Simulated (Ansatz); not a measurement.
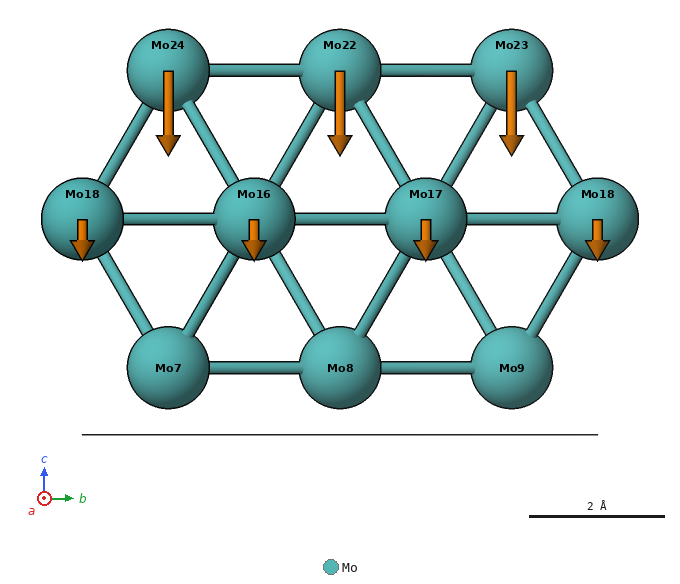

A constrained relaxation of a slab of composition Mo (cut from the Im-3m phase). The starting structure is drawn; orange arrows show the displacements, magnified 10 times.

Style: ball-and-stick. Shown: the cell of the calculation, outlined in the plane, without the vacuum, along the a axis.

Case: clean slab, lower planes held. The slab is the (1 1 0) face of Mo. 9 atoms are held fixed.

Level of theory: DFT PBE+D3(BJ), scalar-relativistic, plane waves, PAW in Ansatz 0.2.0.

The input:
```yaml
crystal:
  lattice:
    - [8.1325419215, 0.0, 0.0]
    - [-2.7108473072, 7.6674340546, 0.0]
    - [0.0, 0.0, 20.4267951154]
  atoms:
    - { symbol: Mo, position: [0.1666666667, 0.1666666667, 0.3916424459] }
    - { symbol: Mo, position: [0.1666666667, 0.5, 0.3916424459] }
    - { symbol: Mo, position: [0.1666666667, 0.8333333333, 0.3916424459] }
    - { symbol: Mo, position: [0.5, 0.1666666667, 0.3916424459] }
    - { symbol: Mo, position: [0.5, 0.5, 0.3916424459] }
    - { symbol: Mo, position: [0.5, 0.8333333333, 0.3916424459] }
    - { symbol: Mo, position: [0.8333333333, 0.1666666667, 0.3916424459] }
    - { symbol: Mo, position: [0.8333333333, 0.5, 0.3916424459] }
    - { symbol: Mo, position: [0.8333333333, 0.8333333333, 0.3916424459] }
    - { symbol: Mo, position: [0.3333333333, 0.3333333333, 0.5] }
    - { symbol: Mo, position: [0.3333333333, 0.6666666667, 0.5] }
    - { symbol: Mo, position: [0.3333333333, 0.0, 0.5] }
    - { symbol: Mo, position: [0.6666666667, 0.3333333333, 0.5] }
    - { symbol: Mo, position: [0.6666666667, 0.6666666667, 0.5] }
    - { symbol: Mo, position: [0.6666666667, 0.0, 0.5] }
    - { symbol: Mo, position: [0.0, 0.3333333333, 0.5] }
    - { symbol: Mo, position: [0.0, 0.6666666667, 0.5] }
    - { symbol: Mo, position: [0.0, 0.0, 0.5] }
    - { symbol: Mo, position: [0.5, 0.5, 0.6083575541] }
    - { symbol: Mo, position: [0.5, 0.8333333333, 0.6083575541] }
    - { symbol: Mo, position: [0.5, 0.1666666667, 0.6083575541] }
    - { symbol: Mo, position: [0.8333333333, 0.5, 0.6083575541] }
    - { symbol: Mo, position: [0.8333333333, 0.8333333333, 0.6083575541] }
    - { symbol: Mo, position: [0.8333333333, 0.1666666667, 0.6083575541] }
    - { symbol: Mo, position: [0.1666666667, 0.5, 0.6083575541] }
    - { symbol: Mo, position: [0.1666666667, 0.8333333333, 0.6083575541] }
    - { symbol: Mo, position: [0.1666666667, 0.1666666667, 0.6083575541] }
basis:
  ecutwfc: 420
kpoints:
  mp_grid: { grid: [3, 3, 1] }
hamiltonian:
  xc: pbe
  dispersion: d3bj
scf:
  occupations: { method: gaussian, width: 0.1 }
output:
  forces: true
  eigenvalues: true
  write_density: true
  write_potential: true
  elf: true
  volumetric_format: npy
relax:
  adjacent_minimum: "off"
  f_tol: 0.03
  max_steps: 70
  constraints: [{ sites: [0, 1, 2, 3, 4, 5, 6, 7, 8] }]
efield:
  axis: 3
  dipole_correction: true
  ramp_width: 0.04
```

Command:
```bash
ansatz run input.yaml --threads 8 --pin off --max-ram 20480MiB --backend cpu --events-out ev --progress --plain --runs-dir out
```

Question: Describe the change and its energy.

Answer: The largest moves, 0.13 Å, are those of 9 atoms (Mo19, Mo20, Mo21, Mo22 and others). Mo19 goes along the normal (−c). The lattice vectors keep their values. Near-neighbour distances that change, for instance: Mo10–Mo19 2.711 → 2.658 Å. The energy falls by 0.315 eV per cell of the calculation in 3 geometry steps. Largest force component: 0.52 eV/Å at the start, 0.00076 eV/Å at the end.
